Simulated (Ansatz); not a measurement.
# Co: single-point calculation

- system: Co (slab, 4 atoms in the cell)
- method: DFT, PBE, PAW with Ansatz's default frozen-core files, scalar-relativistic, spin-polarised (Ansatz 0.2.0)

It belongs to a series of runs on one base structure; here: vacuum of 22 Å, PAW files. Figures and captions count atoms from 1; the log counts them from 0 in places.

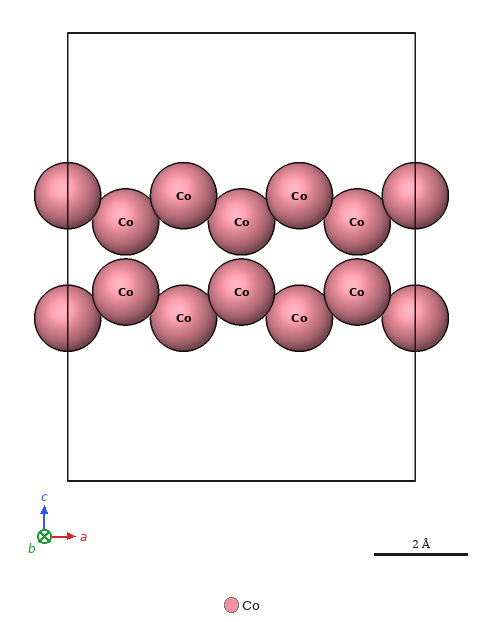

**Figure 1.** The structure (spheres-only view of the 3 × 1 repeat of the cell, with the vacuum cut short, along the b axis).

Key numbers:

```tsv
quantity	value
outcome	converged
electrons treated	68
free energy	−20501.8303 eV
Fermi energy	−0.571 eV
net moment of the cell	7.06 μB
integrated absolute moment	7.74 μB
largest force (length of the vector)	0.001 eV/Å
hardware	2 threads of Arm Neoverse V2, 24 GiB of memory available, shared host
wall time	75 s (CPU time 2.5 min)
peak memory	0.86 GiB
```

Input file:
```yaml
crystal:
  lattice:
    - [2.4930397963, 0.0, 0.0]
    - [0.0, 4.0369295231, 0.0]
    - [0.0, 0.0, 24.637]
  atoms:
    - { symbol: Co, position: [0.0, 0.75, 0.4464822658], spin: 1.7 }
    - { symbol: Co, position: [0.5, 0.25, 0.4693911827], spin: 1.7 }
    - { symbol: Co, position: [0.5, 0.75, 0.5306088197], spin: 1.7 }
    - { symbol: Co, position: [0.0, 0.25, 0.5535177342], spin: 1.7 }
magnetization:
  spin_polarized: true
kpoints:
  mp_grid: { grid: [15, 9, 1] }
scf:
  occupations: { method: fermi_dirac, width: 0.1 }
hamiltonian:
  xc: pbe
  pseudopotentials: { kind: paw }
output:
  forces: true
  stress: true
  eigenvalues: true
efield:
  axis: 3
  amplitude: 0
  dipole_correction: true
```

Run as:
```bash
ansatz run input.yaml --threads 2 --pin off --max-ram 6144MiB --backend cpu --events-out ev --progress --plain --runs-dir out
```

Output:
```
Engine: ansatz 0.2.0, aarch64-unknown-linux-gnu
Pseudopotentials: kind: paw
Pseudopotential: Co, paw, valence charge 17, recommended cutoff 420 eV (normal), Co.paw.azcp
Functional definition: PBE
  parameter kappa = 0.804
  parameter beta = 0.06672455060314922
  exchange = pbe_x(kappa = kappa, mu = beta*pi^2/3)
  correlation = pbe_c(beta = beta)
Crystal: 4 atoms, lattice volume = 247.952 Å³
Basis set: ecut = 420 eV, 4787 PW (Γ), exchange–correlation on 36×54×360 points (8 copies of the dense FFT grid, shifted against one another)
Bands: 45, of which v1, the nominal top of the filled ones, is band 34 counted from 1 (33 counted from 0)
Symmetry: 4 space group operations
k-points: 40 of 135
Non-local potential: Co, projectors of the file, l = 0: 3, l = 1: 2, l = 2: 3, l = 3: 1
PAW form: soft (Blöchl's): semilocal exchange-correlation on the pseudo side does not see the compensation charge
PAW one-centre angular grid: Co, 590 points (default); XC on 64 Gauss nodes
Initial density: superposition of atomic densities (neutral atoms: chi_scale 0, normalization atom)
Starting moments: Σ|m| = 6.8 μB on 4 of 4 sites
Initial wavefunctions: pseudopotential atomic-orbital guess
Functional: x = pbe(κ = 0.804, μ = 0.2195149727645171), c = pbe(β = 0.06672455060314922)
SCF iter   1: F=—  HF=-20499.966740 eV  |F-HF|=—  |Δ(HF+E_count)|=         —  Δρ=4.25e-2 (↑1.78e-2 ↓4.25e-2)  dr2=5.25e0  dr2_m=1.82e0  M=7.497 μB ∫|m|=7.724 μB  β_m=1.00  ethr=3.10e-3  p=-0.000 e·Å  D=-2.67e-12 V/Å  ΔV_dip=0.00 eV  dr2_dipole=2.41e-10  V_vac-E_F(+/−)=7.14/7.14 eV  ⟨swp⟩=15.3  Hψ=23103  notcnv=0  defer=24
Mixer restart at iter 1: flushing history
efield: sawtooth ramp at fractional position 0.9500 (placed from the atoms, in the widest stretch of the axis that holds none; the zero of the levels goes with the place), width 0.1000; the density the first Hamiltonian is built on has a dipole p = -0.000 e·Å; the dipole correction subtracts the counter field D = -2.67e-12 V/Å, which shifts the + side's vacuum level by +0.00 eV against the − side's; the planar-averaged density in the ramp window peaks in size at 1.7e-5 e/Å³
preconditioner: auto → LDOS  [metal: Δε(μ)=0.006 eV  Ē_g=6.594 eV  σ=0.100 eV  W_gap=0.01  n_scr=42 (ndim 8)  ℏωp=14.1 eV  f_vac=0.740  D(μ)=4.00/eV (n_scr^D=22)]
spin=Collinear: LDOS preconditioning applied to the charge; magnetization (m = ρ↑ − ρ↓) channel mixes plain (no charge-response kernel on spin).
SCF iter   2: F=—  HF=-20499.211890 eV  |F-HF|=—  |Δ(HF+E_count)|=   7.55e-1  Δρ=8.76e-3 (↑8.76e-3 ↓5.18e-3)  dr2=7.09e-1  dr2_m=4.60e-2  M=7.423 μB ∫|m|=7.938 μB  β_m=0.34  ethr=3.10e-3  p=0.000 e·Å  D=4.36e-6 V/Å  ΔV_dip=-0.00 eV  dr2_dipole=1.46e-9  V_vac-E_F(+/−)=6.08/6.08 eV  ⟨swp⟩=3.2  Hψ=6787  notcnv=0  defer=102
density mixer auto → msr1: a metal under ldos (density of states about μ 2.50 of a free-electron gas's, 42 screened modes)
SCF iter   3: F=—  HF=-20500.557350 eV  |F-HF|=—  |Δ(HF+E_count)|=    1.35e0  Δρ=4.61e-3 (↑4.61e-3 ↓4.59e-3)  dr2=1.23e-1  dr2_m=3.27e-2  M=7.338 μB ∫|m|=7.935 μB  β_m=0.50  ethr=1.04e-3  p=0.000 e·Å  D=6.33e-7 V/Å  ΔV_dip=-0.00 eV  dr2_dipole=5.07e-12  V_vac-E_F(+/−)=5.45/5.45 eV  ⟨swp⟩=3.3  Hψ=6367  notcnv=0  defer=105
SCF iter   4: F=—  HF=-20501.565100 eV  |F-HF|=—  |Δ(HF+E_count)|=    1.01e0  Δρ=6.19e-3 (↑2.57e-3 ↓6.19e-3)  dr2=8.50e-2  dr2_m=2.27e-2  M=7.180 μB ∫|m|=7.825 μB  β_m=0.54  ethr=1.81e-4  p=-0.000 e·Å  D=-4.78e-7 V/Å  ΔV_dip=0.00 eV  dr2_dipole=2.48e-11  V_vac-E_F(+/−)=4.98/4.98 eV  ⟨swp⟩=3.8  Hψ=7989  notcnv=0  defer=101
SCF iter   5: F=—  HF=-20501.784696 eV  |F-HF|=—  |Δ(HF+E_count)|=   2.20e-1  Δρ=1.49e-3 (↑1.17e-3 ↓1.49e-3)  dr2=1.08e-2  dr2_m=1.04e-3  M=7.118 μB ∫|m|=7.762 μB  β_m=0.75  ethr=1.25e-4  p=-0.000 e·Å  D=-8.40e-7 V/Å  ΔV_dip=0.00 eV  dr2_dipole=2.45e-11  V_vac-E_F(+/−)=4.86/4.86 eV  ⟨swp⟩=2.1  Hψ=6549  notcnv=0  defer=103
SCF iter   6: F=—  HF=-20501.825653 eV  |F-HF|=—  |Δ(HF+E_count)|=   4.10e-2  Δρ=9.88e-4 (↑6.73e-4 ↓9.88e-4)  dr2=4.65e-3  dr2_m=2.65e-4  M=7.080 μB ∫|m|=7.737 μB  β_m=0.88  ethr=1.59e-5  p=0.000 e·Å  D=2.78e-7 V/Å  ΔV_dip=-0.00 eV  dr2_dipole=1.93e-11  V_vac-E_F(+/−)=4.81/4.81 eV  ⟨swp⟩=2.4  Hψ=6946  notcnv=0  defer=101
SCF iter   7: F=—  HF=-20501.830279 eV  |F-HF|=—  |Δ(HF+E_count)|=   4.63e-3  Δρ=1.26e-4 (↑1.12e-4 ↓1.26e-4)  dr2=9.19e-5  dr2_m=2.00e-6  M=7.065 μB ∫|m|=7.732 μB  β_m=0.82  ethr=6.84e-6  p=0.000 e·Å  D=8.09e-8 V/Å  ΔV_dip=-0.00 eV  dr2_dipole=1.84e-11  V_vac-E_F(+/−)=4.76/4.76 eV  ⟨swp⟩=2.6  Hψ=7124  notcnv=0  defer=105
SCF iter   8: F=—  HF=-20501.830268 eV  |F-HF|=—  |Δ(HF+E_count)|=   1.10e-5  Δρ=1.34e-4 (↑2.42e-5 ↓1.34e-4)  dr2=4.08e-5  dr2_m=1.02e-5  M=7.065 μB ∫|m|=7.732 μB  β_m=0.91  ethr=1.35e-7  p=0.000 e·Å  D=4.78e-7 V/Å  ΔV_dip=-0.00 eV  dr2_dipole=1.39e-11  V_vac-E_F(+/−)=4.76/4.76 eV  ⟨swp⟩=3.1  Hψ=7858  notcnv=0  defer=105
SCF iter   9: F=—  HF=-20501.830274 eV  |F-HF|=—  |Δ(HF+E_count)|=   6.62e-6  Δρ=6.90e-5 (↑2.72e-5 ↓6.90e-5)  dr2=1.20e-5  dr2_m=1.59e-6  M=7.065 μB ∫|m|=7.733 μB  β_m=0.95  ethr=6.00e-8  p=-0.000 e·Å  D=-7.53e-8 V/Å  ΔV_dip=0.00 eV  dr2_dipole=6.77e-12  V_vac-E_F(+/−)=4.76/4.76 eV  ⟨swp⟩=1.5  Hψ=3919  notcnv=0  defer=105
SCF iter  10: F=—  HF=-20501.830275 eV  |F-HF|=—  |Δ(HF+E_count)|=   4.99e-7  Δρ=2.21e-5 (↑4.76e-6 ↓2.21e-5)  dr2=5.90e-7  dr2_m=3.85e-7  M=7.065 μB ∫|m|=7.733 μB  β_m=0.97  ethr=1.77e-8  p=0.000 e·Å  D=5.10e-7 V/Å  ΔV_dip=-0.00 eV  dr2_dipole=5.18e-11  V_vac-E_F(+/−)=4.76/4.76 eV  ⟨swp⟩=2.0  Hψ=4950  notcnv=0  defer=105
SCF iter  11: F=—  HF=-20501.830275 eV  |F-HF|=—  |Δ(HF+E_count)|=   4.25e-7  Δρ=2.33e-6 (↑1.41e-6 ↓2.33e-6)  dr2=3.62e-8  dr2_m=1.55e-9  M=7.065 μB ∫|m|=7.733 μB  β_m=0.94  ethr=8.67e-10  p=-0.000 e·Å  D=-1.11e-6 V/Å  ΔV_dip=0.00 eV  dr2_dipole=5.16e-11  V_vac-E_F(+/−)=4.76/4.76 eV  ⟨swp⟩=2.9  Hψ=7023  notcnv=0  defer=105
SCF iter  12: F=—  HF=-20501.830275 eV  |F-HF|=—  |Δ(HF+E_count)|=   7.13e-8  Δρ=2.33e-6 (↑1.50e-6 ↓2.33e-6)  dr2=2.40e-8  dr2_m=5.44e-10  M=7.065 μB ∫|m|=7.733 μB  β_m=0.80  ethr=5.33e-11  p=0.000 e·Å  D=1.72e-6 V/Å  ΔV_dip=-0.00 eV  dr2_dipole=2.05e-10  V_vac-E_F(+/−)=4.76/4.76 eV  ⟨swp⟩=2.5  Hψ=6272  notcnv=0  defer=105
iter 13 met the thresholds in force, and the SCF goes on: an eigenvalue changes by 4.37 meV, over its tolerance of 0.50 meV (output.eigenvalues, Limitations)
SCF iter  13: F=-20501.830275 eV  HF=-20501.830275 eV  |F-HF|=2.07e-8  |Δ(HF+E_count)|=   1.19e-8  Δρ=3.56e-6 (↑8.36e-7 ↓3.56e-6)  dr2=3.78e-8  dr2_m=5.15e-9  M=7.065 μB ∫|m|=7.733 μB  β_m=0.67  ethr=3.52e-11  p=-0.000 e·Å  D=-1.16e-6 V/Å  ΔV_dip=0.00 eV  dr2_dipole=5.85e-11  V_vac-E_F(+/−)=4.76/4.76 eV  ⟨swp⟩=13.1  Hψ=17449  notcnv=0
iter 14 met the thresholds in force, and the SCF goes on: an eigenvalue changes by 4.82 meV, over its tolerance of 0.50 meV (output.eigenvalues, Limitations)
SCF iter  14: F=-20501.830275 eV  HF=-20501.830275 eV  |F-HF|=3.17e-9  |Δ(HF+E_count)|=   5.96e-9  Δρ=1.11e-6 (↑1.01e-7 ↓1.11e-6)  dr2=3.43e-9  dr2_m=7.05e-10  M=7.065 μB ∫|m|=7.733 μB  β_m=1.00  ethr=3.52e-11  p=0.000 e·Å  D=1.55e-7 V/Å  ΔV_dip=-0.00 eV  dr2_dipole=1.39e-11  V_vac-E_F(+/−)=4.76/4.76 eV  ⟨swp⟩=5.0  Hψ=11062  notcnv=0
Mixer restart at iter 14: flushing history
SCF iter  15: F=-20501.830275 eV  HF=-20501.830275 eV  |F-HF|=9.69e-8  |Δ(HF+E_count)|=   9.17e-9  Δρ=5.26e-6 (↑7.72e-7 ↓5.26e-6)  dr2=1.01e-7  dr2_m=1.16e-8  M=7.065 μB ∫|m|=7.733 μB  β_m=1.00  ethr=5.04e-12  p=-0.000 e·Å  D=-2.48e-6 V/Å  ΔV_dip=0.00 eV  dr2_dipole=4.53e-9  V_vac-E_F(+/−)=4.76/4.76 eV  ⟨swp⟩=2.0  Hψ=4857  notcnv=0  κ⁻¹=1.0e0(r=1)
SCF iter  16: F=-20501.830275 eV  HF=-20501.830275 eV  |F-HF|=6.41e-8  |Δ(HF+E_count)|=   1.43e-9  Δρ=3.92e-6 (↑5.30e-7 ↓3.92e-6)  dr2=6.45e-8  dr2_m=6.59e-9  M=7.065 μB ∫|m|=7.733 μB  ethr=5.04e-12  p=0.000 e·Å  D=1.81e-6 V/Å  ΔV_dip=-0.00 eV  dr2_dipole=4.33e-9  V_vac-E_F(+/−)=4.76/4.76 eV  ⟨swp⟩=3.7  Hψ=9608  notcnv=0
SCF 1 converged in 16 iterations: F = -20501.830275 eV  dr2 = 6.45e-8
  greatest PAW one-centre occupation: 1.002 electrons in one spin orbital (limit 2), on the Co atom at site 0 (counted from 0), in its partial waves of l = 1
```

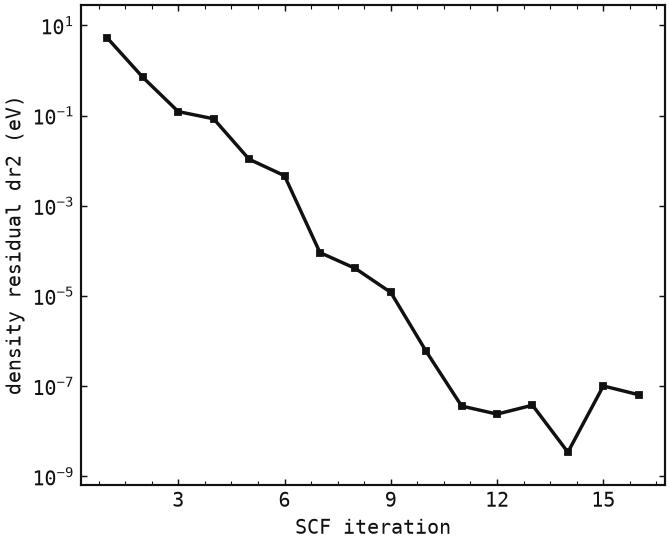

**Figure 2.** Convergence of the self-consistent field: density residual dr2 against the SCF iteration. The residual comes down, with one marked jump up, by a factor of about 30, at step 15.

```
SCF converged after 16 iterations
an eigenvalue changed by more than its tolerance at an iteration that met the thresholds in force, so the SCF went on 2 times, its first undamped step at iteration 14: the last check found none over its tolerance
Magnetization: 7.0649 μB (37.5324 up, 30.4676 down)
Absolute magnetization: 7.7358 μB (∫|ρ↑−ρ↓|, with the PAW one-centre terms)
Spin contamination: 0.1615 ħ² per cell (⟨S²⟩ above its minimum at these occupations)
Per-site moments (μB) at R_I (Å): [(1.8691992698758115, 0.9976694345398118), (1.774056926838444, 0.9976694136381297), (1.7740438629936632, 0.9976694345398118), (1.8691589379444569, 0.9976694136381297)]
Free energy (F): -20501.830275 eV
Harris-Foulkes:  -20501.830275 eV  (|F-HF|=6.41e-8)
Internal energy: -20501.679867 eV  (E = F + TS)
E sigma→0 (E₀):  -20501.755071 eV
Entropy (-TS):   -0.150409 eV (-37.602 meV/atom)
Fermi energy:    -0.570816 eV
Dipole field:    D = -0.000078 V/Å  (p = -0.000106 e·Å, saw-weighted, corrected)
Work function:   Φ+ = 4.7627 eV   Φ− = 4.7608 eV
Levels:          The Fermi level and band energies are counted from a zero that moves with the ramp; work functions are not
--- Per-component energies (eV) ---
  E_band       = -2282.690101
  E_kinetic    = 1809.613187
  E_local      = -132709.219330  (includes V_loc(G=0)·N_el)
  E_nonlocal   = 1824.838926
  E_hartree    = 64785.478695
  E_xc         = -631.014602
  E_vxc        = -813.796039  (∫ρ·V_xc dr)
  E_paw        = -6066.756157  (= ΣΔE_a)
  E_vpaw       = -1965.079652  (= ΣTr[D̂ρ^β])
  E_aug_tail   = 0.000337  (compensation charges beyond the density's cutoff)
  E_efield     = 0.000000  (sawtooth field / dipole correction)
  E_vefield    = 0.000000  (∫n·V_field dr)
  E_ewald      = 50485.379079
  E_smearing   = -0.150409  (= −TS)
  E_closure    = 0.000000  (closes the sum)
  Σ components = -20501.830275   (vs F -20501.830275, Δ=0.00e0)
--- Forces (eV/Å), atoms counted from 1 ---
  atom   1  Co     0.00000000     0.00000000    -0.00108345
  atom   2  Co     0.00000000     0.00000000     0.00087975
  atom   3  Co     0.00000000     0.00000000    -0.00080276
  atom   4  Co     0.00000000     0.00000000     0.00112300
  max |Σ_I F_I| component: 1.17e-4 eV/Å
--- Stress (GPa, compression-positive) ---
       -1.181794       0.000000       0.000000
        0.000000      -0.965933       0.000000
        0.000000       0.000000       0.001981
  P = ⅓ Tr σ = -0.7152 GPa (-7.152 kbar)
--- Band table (eV; the first three rows and the last of 80) ---
  k-point 0 ↑: bands = ["-96.7287", "-96.6945", "-96.6686", "-96.6502", "-60.1303", "-60.1152", "-60.0801", "-60.0607", "-59.9416", "-59.9293", "-59.8602", "-59.8372", "-59.8183", "-59.8149", "-59.7513", "-59.7218", "-8.4539", "-6.0277", "-5.1873", "-5.1209", "-4.8747", "-3.4657", "-3.3295", "-3.3176", "-2.9535", "-2.9473", "-2.9354", "-2.9191", "-2.8871", "-2.6774", "-2.5709", "-2.4718", "-2.4365", "-2.3125", "-1.6516", "-1.5586", "-1.1874", "-1.1585", "-0.3423", "0.9281", "3.5201", "4.0228", "4.5547", "4.7683", "5.1146"]
  k-point 1 ↑: bands = ["-96.7271", "-96.6938", "-96.6697", "-96.6513", "-60.1237", "-60.1205", "-60.0800", "-60.0484", "-59.9412", "-59.9309", "-59.8580", "-59.8412", "-59.8238", "-59.8175", "-59.7525", "-59.7237", "-8.3355", "-5.9740", "-5.2014", "-5.1552", "-4.7416", "-3.5028", "-3.3574", "-3.2812", "-3.2075", "-3.0209", "-3.0121", "-2.9926", "-2.7388", "-2.7293", "-2.5909", "-2.3660", "-2.2353", "-2.1456", "-1.6518", "-1.5804", "-1.2216", "-1.2136", "-0.2384", "0.3150", "3.6015", "4.0121", "4.1768", "4.6786", "4.8581"]
  k-point 2 ↑: bands = ["-96.7225", "-96.6925", "-96.6724", "-96.6545", "-60.1274", "-60.1113", "-60.0729", "-60.0221", "-59.9397", "-59.9350", "-59.8531", "-59.8516", "-59.8490", "-59.8162", "-59.7549", "-59.7291", "-7.9892", "-5.8264", "-5.3460", "-5.0754", "-4.4857", "-3.6911", "-3.5257", "-3.4602", "-3.1448", "-3.1234", "-3.0734", "-3.0603", "-2.6762", "-2.6427", "-2.5324", "-2.3243", "-1.9493", "-1.8654", "-1.6688", "-1.6535", "-1.3390", "-1.3177", "-0.8450", "0.1168", "2.5023", "3.7939", "4.4839", "5.0147", "5.0448"]
  k-point 39 ↓: bands = ["-94.5221", "-94.5193", "-94.4125", "-94.4124", "-57.9844", "-57.9841", "-57.9775", "-57.9732", "-57.7974", "-57.7955", "-57.7407", "-57.7394", "-57.7308", "-57.7300", "-57.6904", "-57.6862", "-4.2674", "-4.2220", "-3.9826", "-3.7593", "-2.9425", "-2.7550", "-2.5765", "-2.3523", "-1.3979", "-1.1508", "-0.9799", "-0.7299", "-0.5045", "-0.4517", "-0.1306", "-0.1269", "0.2681", "0.6176", "0.6847", "0.7137", "1.5336", "1.7171", "2.3837", "2.6531", "6.8810", "6.9665", "7.2651", "7.4409", "9.1343"]
```

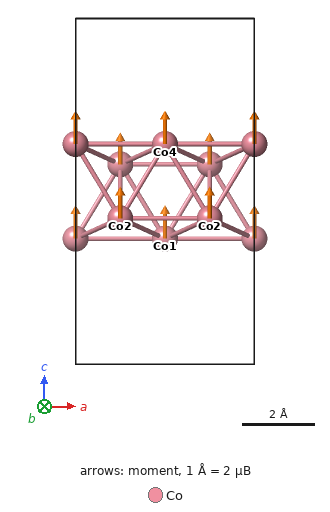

**Figure 3.** Magnetic moments of the sites as orange arrows (ball-and-stick view of the 2 × 1 repeat of the cell, with the vacuum cut short, along the b axis; atoms are numbered from 1 in the order of the input); small moments hardly show. The run is collinear, so the axis drawn is arbitrary. Site moments: Co1, Co4 (1.87 μB); Co2, Co3 (1.77 μB). They are counted near the atoms and needn't add up to the moment of the cell.
